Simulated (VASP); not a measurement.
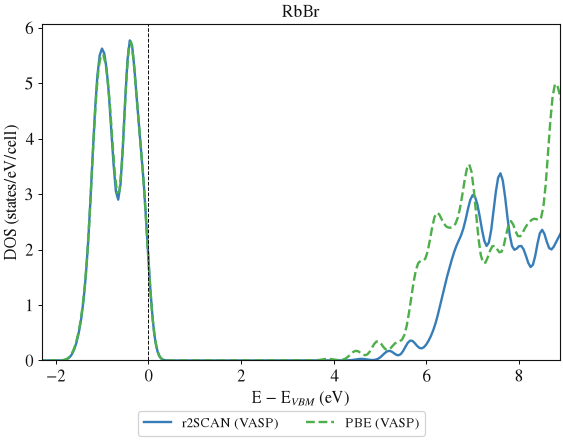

Total densities of states of RbBr, space group R-3m (No. 166), 2 atoms in the cell, CsCl type, epitaxial (111) strain +5.0%, by two methods on the same cell. The curves are built from the levels of the k mesh with Gaussians 0.3 eV wide, which also blur the band edges. Each is counted from its own valence-band top.

Q: How do the methods compare?

A: r2SCAN (VASP) gives a gap of 4.60 eV and PBE (VASP) gives a gap of 3.88 eV.

Settings. r2SCAN (VASP): DFT, r2SCAN, plane waves, PAW, 6×6×6 k mesh, 520 eV cutoff, Gaussian smearing of 0.01 eV (VASP). PBE (VASP): DFT, PBE, plane waves, PAW, 6×6×6 k mesh, 520 eV cutoff, Fermi-Dirac smearing of 0.02 eV (VASP 6.6.1).
